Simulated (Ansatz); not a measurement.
System: GaN.

```
Ga N
1.0
     2.96746    0.00000    0.00000
    -1.48373    2.56989    0.00000
     0.00000    0.00000    5.03274
Ga N
2 2
Direct
  0.00000 0.00000 0.00000
  0.00000 0.00000 0.50000
  0.33333 0.66667 0.25000
  0.66667 0.33333 0.75000
```

Space group P6₃/mmc.

Theory: DFT, r2SCAN, PAW with Ansatz's default frozen-core files, scalar-relativistic in Ansatz.

Q: What can the converged valence pseudo-density and electron localisation function tell about the bonding?

A: Ga–N (2.13 Å): the density is about 0.52 e/Å³ at the midpoint; the ELF peaks at about 0.85 in the valence shell of N, 0.7 Å from its nucleus, and is about 0.40 at the midpoint.
Ga–Ga (2.52 Å): the density is about 0.25 e/Å³ at the midpoint; the ELF is about 0.20 at the midpoint; no shared electron pair shows on this line.

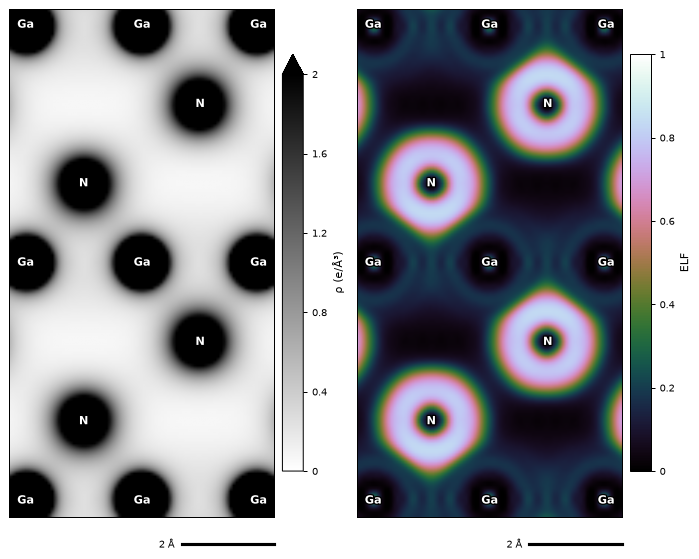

Computed valence pseudo-density and electron localisation function on the (110) plane of the conventional cell, in this order. 

The density is the valence pseudo-density of a PAW calculation; it isn't the true density close to the nuclei.
